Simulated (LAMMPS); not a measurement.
## Run report: MoS2, geometry relaxation

- system: MoS2 (P6₃/mmc, 6 atoms in the cell)
- method: classical potential MoS.rebomos (style rebomos) (LAMMPS 22 Jul 2025 update 4)

The structure was built on a prototype by a generator. The geometry comes from this level: r2scan-rvv10.

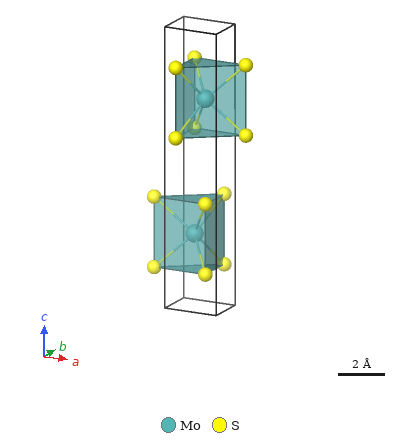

*The input geometry (polyhedral view of the cell of the calculation, seen slightly off an axis; polyhedra are completed across the faces of the cell).*

## The input
```
units metal
boundary p p p
atom_style atomic
read_data data.lmp
pair_style rebomos
pair_coeff * * MoS.rebomos Mo S
thermo_style custom step pe press pxx pyy pzz pyz pxz pxy vol fmax
thermo_modify format float %.8f
dump 1 all custom 10 dump.lmp id type x y z fx fy fz
dump_modify 1 sort id format float %.8f
thermo 10
fix 1 all box/relax tri 0.0 vmax 0.001
min_style cg
minimize 0.0 1.0e-6 400 4000
minimize 0.0 1.0e-6 400 4000
unfix 1
undump 1
write_dump all custom end.lmp id type x y z modify sort id format float %.8f
run 0
```

## File data.lmp
```
crystal

6 atoms
2 atom types

0.0 3.17301994 xlo xhi
0.0 2.74791587 ylo yhi
0.0 12.43589588 zlo zhi
-1.58650997 -0.00000000 0.00000000 xy xz yz

Masses

1 95.9500
2 32.0600

Atoms

1 1 0.00000000 1.83194392 3.10897397
2 1 1.58650997 0.91597196 9.32692191
3 2 1.58650997 0.91597196 4.66469873
4 2 1.58650997 0.91597196 1.55324921
5 2 0.00000000 1.83194392 10.88264667
6 2 0.00000000 1.83194392 7.77119715
```

Launched with:
```bash
lmp -in in.lmp -log none -nocite
```

## What the program printed
```
using 1 OpenMP thread(s) per MPI task
Reading data file ...
  triclinic box = (0 0 0) to (3.1730199 2.7479159 12.435896) with tilt (-1.58651 -0 0)
WARNING: Triclinic box skew is large. LAMMPS will run inefficiently. (src/src/domain.cpp:221)
  1 by 1 by 1 MPI processor grid
  reading atoms ...
  6 atoms
  read_data CPU = 0.000 seconds
Neighbor list info ...
  max neighbors/atom: 2000, page size: 100000
  master list distance cutoff = 13.4
  ghost atom cutoff = 13.4
  binsize = 6.7, bins = 1 1 2
  1 neighbor lists, perpetual/occasional/extra = 1 0 0
  (1) pair rebomos, perpetual
      attributes: full, newton on, ghost
      pair build: full/bin/ghost
      stencil: full/ghost/bin/3d
      bin: standard
Setting up cg style minimization ...
  Unit style    : metal
  Current step  : 0
WARNING: Energy due to 6 extra global DOFs will be included in minimizer energies
 (src/src/min.cpp:222)
Per MPI rank memory allocation (min/avg/max) = 5.182 | 5.182 | 5.182 Mbytes
   Step         PotEng         Press           Pxx            Pyy            Pzz            Pyz            Pxz            Pxy           Volume          Fmax
         0  -42.96538027 62900.20355995 28110.28200410 28110.28851095 132480.04016479 -0.00000000 -0.00000000 0.00000000 108.43096199 1.53848310
        10  -43.05392510 36974.66349030 11021.94220681 11021.73395320 88880.31431089 -0.00000000 0.00000000 -1023.61060695 109.90113312 1.06976430
        20  -43.10756280 15926.24604736 -961.40106392 -961.39765337 49701.53685938 -0.00000000 0.00000000 -1135.25304601 111.13772963 0.64507290
        30  -43.13408275 1721.26867499 -5158.78182858 -5158.54977413 15481.13762769 -0.00000000 -0.00000000 2.17416180 111.91970967 0.27298439
        40  -43.14241511 -1866.28971422 -1236.20160167 -1237.25563270 -3125.41190828 0.00000000 0.00000000 572.08498042 111.44436699 0.06906368
        50  -43.14828623 -277.62278319 -294.23706676 -292.94729383 -245.68398900 -0.00000000 -0.00000000 -150.92163184 110.34179350 0.09180027
        60  -43.15375005 929.98668192 1010.91443847 1011.28332189 767.76228541 -0.00000000 0.00000000 175.09850345 109.21892588 0.09044060
        70  -43.15714915 -1018.39059329 397.19992228 389.82163328 -3842.19333545 0.00000000 0.00000000 674.87876261 108.57026042 0.03144518
        80  -43.16062072 -2431.34881581 -1818.35212543 -1816.37801398 -3659.31630801 0.00000000 0.00000000 -121.96941484 107.77737870 0.01598765
        90  -43.16278106 -1944.94292093 -630.92654073 -618.52027985 -4585.38194221 0.00000000 -0.00000000 547.10407705 106.89389840 0.01355231
       100  -43.16924897 -256.54171877 263.80807893 329.42467970 -1362.85791494 -0.00000000 -0.00000000 1222.77427272 106.26164402 0.01708771
       110  -43.16964982 130.66780186 141.80710252 226.77733549 23.41896756 -0.00000001 0.00000001 -525.61080980 105.78691748 0.00760954
       120  -43.16967122 -3.91623155 4.24926718 -2.26558142 -13.73238040 0.00000001 -0.00000001 -1.43384963 105.70641261 0.00024707
       130  -43.16967135 0.42330429 0.52518894 0.22985963 0.51486431 -0.00000001 0.00000001 -0.84671244 105.69670122 0.00003158
       140  -43.16967135 0.21233332 0.04635035 0.38856457 0.20208503 0.00000000 -0.00000000 -0.41485890 105.69624223 0.00001093
       150  -43.16967135 -0.02567731 -0.07203642 0.02608213 -0.03107765 0.00000000 -0.00000000 -0.02743249 105.69603141 0.00000172
       160  -43.16967135 0.00387948 -0.01336742 0.02131369 0.00369218 0.00000000 -0.00000000 0.00281853 105.69602128 0.00000039
       163  -43.16967135 -0.00203485 0.00518520 -0.00814267 -0.00314710 0.00000000 -0.00000000 -0.00623111 105.69602037 0.00000012
Loop time of 0.06446 on 1 procs for 163 steps with 6 atoms

98.8% CPU use with 1 MPI tasks x 1 OpenMP threads

Minimization stats:
  Stopping criterion = force tolerance
  Energy initial, next-to-last, final =
     -42.9653802709927  -43.1696713467741  -43.1696713467739
  Force two-norm initial, final = 9.8535967 8.7930737e-07
  Force max component initial, final = 8.96589 5.3829673e-07
  Final line search alpha, max atom move = 1 5.3829673e-07
  Iterations, force evaluations = 163 239

MPI task timing breakdown:
Section |  min time  |  avg time  |  max time  |%varavg| %total
---------------------------------------------------------------
Pair    | 0.057057   | 0.057057   | 0.057057   |   0.0 | 88.52
Neigh   | 0          | 0          | 0          |   0.0 |  0.00
Comm    | 0.0016837  | 0.0016837  | 0.0016837  |   0.0 |  2.61
Output  | 0.00088025 | 0.00088025 | 0.00088025 |   0.0 |  1.37
Modify  | 0          | 0          | 0          |   0.0 |  0.00
Other   |            | 0.004839   |            |       |  7.51

Nlocal:              6 ave           6 max           6 min
Histogram: 1 0 0 0 0 0 0 0 0 0
Nghost:           2172 ave        2172 max        2172 min
Histogram: 1 0 0 0 0 0 0 0 0 0
Neighs:              0 ave           0 max           0 min
Histogram: 1 0 0 0 0 0 0 0 0 0
FullNghs:         3240 ave        3240 max        3240 min
Histogram: 1 0 0 0 0 0 0 0 0 0

Total # of neighbors = 3240
Ave neighs/atom = 540
Neighbor list builds = 0
Dangerous builds = 0
Setting up cg style minimization ...
  Unit style    : metal
  Current step  : 163
WARNING: Energy due to 6 extra global DOFs will be included in minimizer energies
 (src/src/min.cpp:222)
Per MPI rank memory allocation (min/avg/max) = 6.432 | 6.432 | 6.432 Mbytes
   Step         PotEng         Press           Pxx            Pyy            Pzz            Pyz            Pxz            Pxy           Volume          Fmax
       163  -43.16967135 -0.00203485 0.00518520 -0.00814267 -0.00314710 0.00000000 -0.00000000 -0.00623111 105.69602037 0.00000012
       164  -43.16967135 0.00289346 0.00113628 0.00478919 0.00275491 -0.00000000 0.00000000 -0.00234414 105.69601997 0.00000017
Loop time of 0.000829705 on 1 procs for 1 steps with 6 atoms

100.0% CPU use with 1 MPI tasks x 1 OpenMP threads

Minimization stats:
  Stopping criterion = force tolerance
  Energy initial, next-to-last, final =
      -43.169671346774   -43.169671346774  -43.1696713467742
  Force two-norm initial, final = 8.7673205e-07 5.6514289e-07
  Force max component initial, final = 5.3717393e-07 3.159443e-07
  Final line search alpha, max atom move = 1 3.159443e-07
  Iterations, force evaluations = 1 2

MPI task timing breakdown:
Section |  min time  |  avg time  |  max time  |%varavg| %total
---------------------------------------------------------------
Pair    | 0.00071222 | 0.00071222 | 0.00071222 |   0.0 | 85.84
Neigh   | 0          | 0          | 0          |   0.0 |  0.00
Comm    | 2.2328e-05 | 2.2328e-05 | 2.2328e-05 |   0.0 |  2.69
Output  | 0          | 0          | 0          |   0.0 |  0.00
Modify  | 0          | 0          | 0          |   0.0 |  0.00
Other   |            | 9.516e-05  |            |       | 11.47

Nlocal:              6 ave           6 max           6 min
Histogram: 1 0 0 0 0 0 0 0 0 0
Nghost:           2172 ave        2172 max        2172 min
Histogram: 1 0 0 0 0 0 0 0 0 0
Neighs:              0 ave           0 max           0 min
Histogram: 1 0 0 0 0 0 0 0 0 0
FullNghs:         3360 ave        3360 max        3360 min
Histogram: 1 0 0 0 0 0 0 0 0 0

Total # of neighbors = 3360
Ave neighs/atom = 560
Neighbor list builds = 0
Dangerous builds = 0
WARNING: No fixes with time integration, atoms won't move
Setting up Verlet run ...
  Unit style    : metal
  Current step  : 164
  Time step     : 0.001
Per MPI rank memory allocation (min/avg/max) = 4.057 | 4.057 | 4.057 Mbytes
   Step         PotEng         Press           Pxx            Pyy            Pzz            Pyz            Pxz            Pxy           Volume          Fmax
       164  -43.16967135 0.00289346 0.00113628 0.00478919 0.00275491 -0.00000000 0.00000000 -0.00234414 105.69601997 0.00000017
Loop time of 1.044e-06 on 1 procs for 0 steps with 6 atoms

95.8% CPU use with 1 MPI tasks x 1 OpenMP threads

MPI task timing breakdown:
Section |  min time  |  avg time  |  max time  |%varavg| %total
---------------------------------------------------------------
Pair    | 0          | 0          | 0          |   0.0 |  0.00
Neigh   | 0          | 0          | 0          |   0.0 |  0.00
Comm    | 0          | 0          | 0          |   0.0 |  0.00
Output  | 0          | 0          | 0          |   0.0 |  0.00
Modify  | 0          | 0          | 0          |   0.0 |  0.00
Other   |            | 1.044e-06  |            |       |100.00

Nlocal:              6 ave           6 max           6 min
Histogram: 1 0 0 0 0 0 0 0 0 0
Nghost:           2172 ave        2172 max        2172 min
Histogram: 1 0 0 0 0 0 0 0 0 0
Neighs:              0 ave           0 max           0 min
Histogram: 1 0 0 0 0 0 0 0 0 0
FullNghs:         3360 ave        3360 max        3360 min
Histogram: 1 0 0 0 0 0 0 0 0 0

Total # of neighbors = 3360
Ave neighs/atom = 560
Neighbor list builds = 0
Dangerous builds = 0
```

## Trajectory as extended XYZ (Å, eV, eV/Å), 14 of the 19 frames kept, from step=0 to step=164
```
6
Lattice="3.1730 0.0000 0.0000 -1.5865 2.7479 0.0000 0.0000 0.0000 12.4359" Properties=species:S:1:pos:R:3:forces:R:3 step=0 energy=-42.96538 pressure_GPa=6.29
Mo    0.0000    1.8319    3.1090    0.0000   0.0000   0.0000
Mo    1.5865    0.9160    9.3269    0.0000   0.0000   0.0000
S     1.5865    0.9160    4.6647    0.0000   0.0000   1.5385
S     1.5865    0.9160    1.5532    0.0000   0.0000  -1.5385
S     0.0000    1.8319   10.8826    0.0000   0.0000   1.5385
S     0.0000    1.8319    7.7712    0.0000   0.0000  -1.5385
6
Lattice="3.1786 0.0000 0.0000 -1.5867 2.7528 0.0000 0.0000 0.0000 12.5603" Properties=species:S:1:pos:R:3:forces:R:3 step=10 energy=-43.05393 pressure_GPa=3.70
Mo   -0.0011    1.8328    3.0779   -0.0113   0.0000   0.0000
Mo    1.5874    0.9152    9.3580    0.0113   0.0000   0.0000
S     1.5874    0.9152    4.6509    0.0057   0.0000   1.0698
S     1.5874    0.9152    1.5049    0.0057   0.0000  -1.0698
S    -0.0011    1.8328   10.9310   -0.0057   0.0000   1.0698
S    -0.0011    1.8328    7.7850   -0.0057   0.0000  -1.0698
6
Lattice="3.1764 0.0000 0.0000 -1.5881 2.7508 0.0000 0.0000 0.0000 12.8090" Properties=species:S:1:pos:R:3:forces:R:3 step=30 energy=-43.13408 pressure_GPa=0.17
Mo   -0.0017    1.8324    3.0157    0.0018   0.0000   0.0000
Mo    1.5866    0.9155    9.4202   -0.0018   0.0000   0.0000
S     1.5866    0.9155    4.6238   -0.0009   0.0000   0.2730
S     1.5866    0.9155    1.4076   -0.0009   0.0000  -0.2730
S    -0.0017    1.8324   11.0283    0.0009   0.0000   0.2730
S    -0.0017    1.8324    7.8121    0.0009   0.0000  -0.2730
6
Lattice="3.1675 0.0000 0.0000 -1.5852 2.7432 0.0000 0.0000 0.0000 12.8258" Properties=species:S:1:pos:R:3:forces:R:3 step=40 energy=-43.14242 pressure_GPa=-0.19
Mo    0.0017    1.8312    3.0115    0.0095   0.0000   0.0000
Mo    1.5861    0.9168    9.4244   -0.0095   0.0000   0.0000
S     1.5861    0.9168    4.6313   -0.0047   0.0000   0.0691
S     1.5861    0.9168    1.3917   -0.0047   0.0000  -0.0691
S     0.0017    1.8312   11.0442    0.0047   0.0000   0.0691
S     0.0017    1.8312    7.8045    0.0047   0.0000  -0.0691
6
Lattice="3.1661 0.0000 0.0000 -1.5835 2.7419 0.0000 0.0000 0.0000 12.5813" Properties=species:S:1:pos:R:3:forces:R:3 step=60 energy=-43.15375 pressure_GPa=0.09
Mo    0.0032    1.8309    3.0726    0.0020   0.0000   0.0000
Mo    1.5864    0.9170    9.3633   -0.0020   0.0000   0.0000
S     1.5864    0.9170    4.6913   -0.0010   0.0000   0.0904
S     1.5864    0.9170    1.4539   -0.0010   0.0000  -0.0904
S     0.0032    1.8309   10.9820    0.0010   0.0000   0.0904
S     0.0032    1.8309    7.7446    0.0010   0.0000  -0.0904
6
Lattice="3.1654 0.0000 0.0000 -1.5845 2.7413 0.0000 0.0000 0.0000 12.5117" Properties=species:S:1:pos:R:3:forces:R:3 step=70 energy=-43.15715 pressure_GPa=-0.10
Mo    0.0026    1.8308    3.0900    0.0087   0.0001   0.0000
Mo    1.5860    0.9171    9.3459   -0.0087  -0.0001   0.0000
S     1.5860    0.9171    4.7114   -0.0044   0.0000   0.0314
S     1.5860    0.9171    1.4686   -0.0044   0.0000  -0.0314
S     0.0026    1.8308   10.9673    0.0044   0.0000   0.0314
S     0.0026    1.8308    7.7245    0.0044   0.0000  -0.0314
6
Lattice="3.1675 0.0000 0.0000 -1.5834 2.7432 0.0000 0.0000 0.0000 12.4037" Properties=species:S:1:pos:R:3:forces:R:3 step=80 energy=-43.16062 pressure_GPa=-0.24
Mo    0.0030    1.8312    3.1170   -0.0010   0.0000   0.0000
Mo    1.5866    0.9168    9.3189    0.0010   0.0000   0.0000
S     1.5866    0.9168    4.7381    0.0005   0.0000   0.0160
S     1.5866    0.9168    1.4959    0.0005   0.0000  -0.0160
S     0.0030    1.8312   10.9400   -0.0005   0.0000   0.0160
S     0.0030    1.8312    7.6977   -0.0005   0.0000  -0.0160
6
Lattice="3.1659 0.0000 0.0000 -1.5860 2.7417 0.0000 0.0000 0.0000 12.2423" Properties=species:S:1:pos:R:3:forces:R:3 step=100 energy=-43.16925 pressure_GPa=-0.03
Mo    0.0014    1.8309    3.1574    0.0171  -0.0004   0.0000
Mo    1.5857    0.9170    9.2785   -0.0171   0.0004   0.0000
S     1.5856    0.9170    4.7785   -0.0086   0.0002   0.0060
S     1.5856    0.9170    1.5363   -0.0086   0.0002  -0.0060
S     0.0015    1.8309   10.8996    0.0086  -0.0002   0.0060
S     0.0015    1.8309    7.6574    0.0086  -0.0002  -0.0060
6
Lattice="3.1663 0.0000 0.0000 -1.5819 2.7420 0.0000 0.0000 0.0000 12.1846" Properties=species:S:1:pos:R:3:forces:R:3 step=110 energy=-43.16965 pressure_GPa=0.01
Mo    0.0043    1.8310    3.1718   -0.0076  -0.0007   0.0000
Mo    1.5869    0.9170    9.2641    0.0076   0.0007   0.0000
S     1.5869    0.9170    4.7925    0.0038   0.0003   0.0039
S     1.5869    0.9170    1.5511    0.0038   0.0003  -0.0039
S     0.0042    1.8310   10.8848   -0.0038  -0.0003   0.0039
S     0.0042    1.8310    7.6434   -0.0038  -0.0003  -0.0039
6
Lattice="3.1664 0.0000 0.0000 -1.5832 2.7422 0.0000 0.0000 0.0000 12.1742" Properties=species:S:1:pos:R:3:forces:R:3 step=120 energy=-43.16967 pressure_GPa=-0.00
Mo    0.0033    1.8310    3.1744    0.0000   0.0001   0.0000
Mo    1.5865    0.9169    9.2615    0.0000  -0.0001   0.0000
S     1.5865    0.9169    4.7951    0.0000  -0.0001   0.0002
S     1.5865    0.9169    1.5537    0.0000  -0.0001  -0.0002
S     0.0033    1.8310   10.8822    0.0000   0.0001   0.0002
S     0.0033    1.8310    7.6408    0.0000   0.0001  -0.0002
6
Lattice="3.1664 0.0000 0.0000 -1.5832 2.7422 0.0000 0.0000 0.0000 12.1730" Properties=species:S:1:pos:R:3:forces:R:3 step=140 energy=-43.16967 pressure_GPa=0.00
Mo    0.0033    1.8310    3.1747    0.0000   0.0000   0.0000
Mo    1.5865    0.9169    9.2612    0.0000   0.0000   0.0000
S     1.5865    0.9169    4.7954    0.0000   0.0000   0.0000
S     1.5865    0.9169    1.5540    0.0000   0.0000   0.0000
S     0.0033    1.8310   10.8819    0.0000   0.0000   0.0000
S     0.0033    1.8310    7.6405    0.0000   0.0000   0.0000
6
Lattice="3.1664 0.0000 0.0000 -1.5832 2.7422 0.0000 0.0000 0.0000 12.1730" Properties=species:S:1:pos:R:3:forces:R:3 step=150 energy=-43.16967 pressure_GPa=-0.00
Mo    0.0033    1.8310    3.1747    0.0000   0.0000   0.0000
Mo    1.5865    0.9169    9.2612    0.0000   0.0000   0.0000
S     1.5865    0.9169    4.7954    0.0000   0.0000   0.0000
S     1.5865    0.9169    1.5540    0.0000   0.0000   0.0000
S     0.0033    1.8310   10.8819    0.0000   0.0000   0.0000
S     0.0033    1.8310    7.6405    0.0000   0.0000   0.0000
6
Lattice="3.1664 0.0000 0.0000 -1.5832 2.7422 0.0000 0.0000 0.0000 12.1730" Properties=species:S:1:pos:R:3:forces:R:3 step=163 energy=-43.16967 pressure_GPa=-0.00
Mo    0.0033    1.8310    3.1747    0.0000   0.0000   0.0000
Mo    1.5865    0.9169    9.2612    0.0000   0.0000   0.0000
S     1.5865    0.9169    4.7954    0.0000   0.0000   0.0000
S     1.5865    0.9169    1.5540    0.0000   0.0000   0.0000
S     0.0033    1.8310   10.8819    0.0000   0.0000   0.0000
S     0.0033    1.8310    7.6405    0.0000   0.0000   0.0000
6
Lattice="3.1664 0.0000 0.0000 -1.5832 2.7422 0.0000 0.0000 0.0000 12.1730" Properties=species:S:1:pos:R:3:forces:R:3 step=164 energy=-43.16967 pressure_GPa=0.00
Mo    0.0033    1.8310    3.1747    0.0000   0.0000   0.0000
Mo    1.5865    0.9169    9.2612    0.0000   0.0000   0.0000
S     1.5865    0.9169    4.7954    0.0000   0.0000   0.0000
S     1.5865    0.9169    1.5540    0.0000   0.0000   0.0000
S     0.0033    1.8310   10.8819    0.0000   0.0000   0.0000
S     0.0033    1.8310    7.6405    0.0000   0.0000   0.0000
```

## Key numbers

| quantity | value |
| --- | --- |
| outcome | converged |
| space group (tolerance 0.01 Å) | P6₃/mmc (194) |
| potential energy | −43.1697 eV |
| pressure | 0.00 GPa |
| final volume | 105.70 Å³ |
| final cell | a = 3.166 Å, b = 3.166 Å, c = 12.173 Å, α = 90.00°, β = 90.00°, γ = 120.00° |
| hardware | 1 thread of Arm Neoverse V1, 24 GiB of memory available, shared host |
| peak memory | 0.03 GiB |
